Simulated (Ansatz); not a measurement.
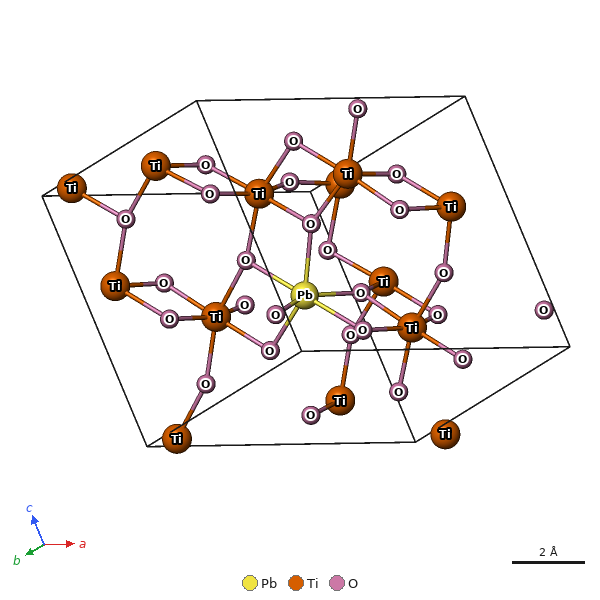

Structure drawing (ball-and-stick), viewed from a general direction. The frame is the supercell; atoms at its boundary are shown with their periodic copies. The host is TiO₂, in a cell of 30 sites, and the cell is neutral.

### What imperfection does the supercell contain?

Lead on a titanium site (a substitutional impurity). It is bonded to six O at about 2.1 Å. Not all metal-metal contacts are counted.

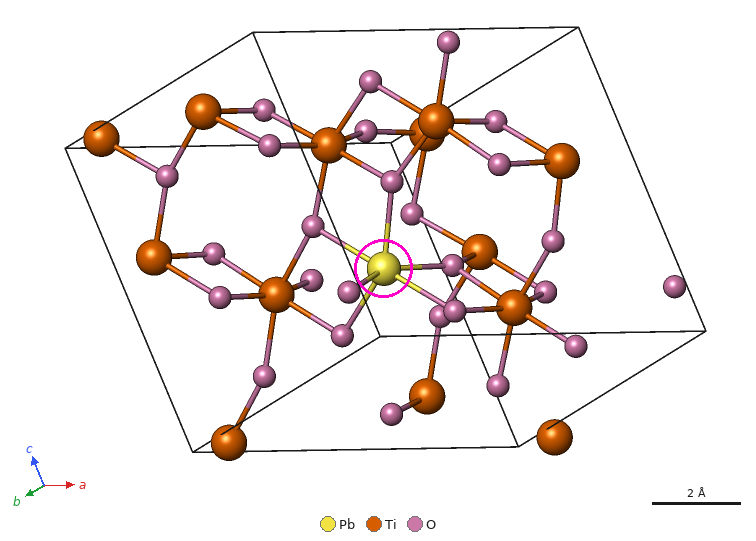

The same cell with a ring at the defect's site.

The atoms were relaxed in the host's cell with DFT PBEsol, scalar-relativistic, plane waves, PAW (Ansatz 0.2.0).
